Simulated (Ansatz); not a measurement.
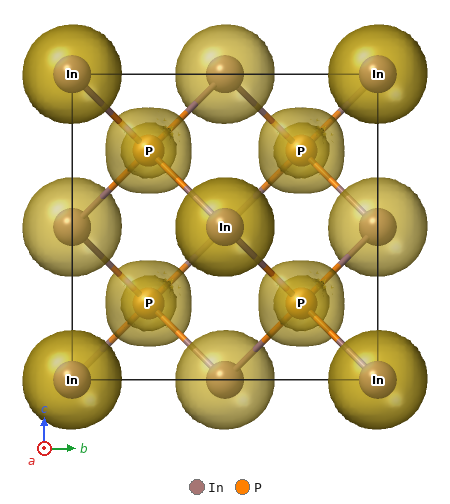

The picture shows: InP. Isosurface of the valence electron density at 0.6 e/Å³ (yellow), seen along the a axis. Sticks mark near contacts.

Space group F-43m.

Theory: Ansatz 0.2.0, DFT, PBEsol, PAW with Ansatz's default frozen-core files, scalar-relativistic; relaxation of cell and atoms.

Core electrons are frozen (PAW), and the valence fields are smoothed inside the atomic spheres.

What does this surface tell about the bonding?

At this value the density breaks into separate islands; it holds about 60 % of the electrons treated as valence (semicore included). It bridges none of the near contacts. It is pinched off along the shortest In–P (2.55 Å) contacts. On the grid the lowest density along these lines, outside the cores, is 0.45 e/Å³ (In–P, 2.55 Å).
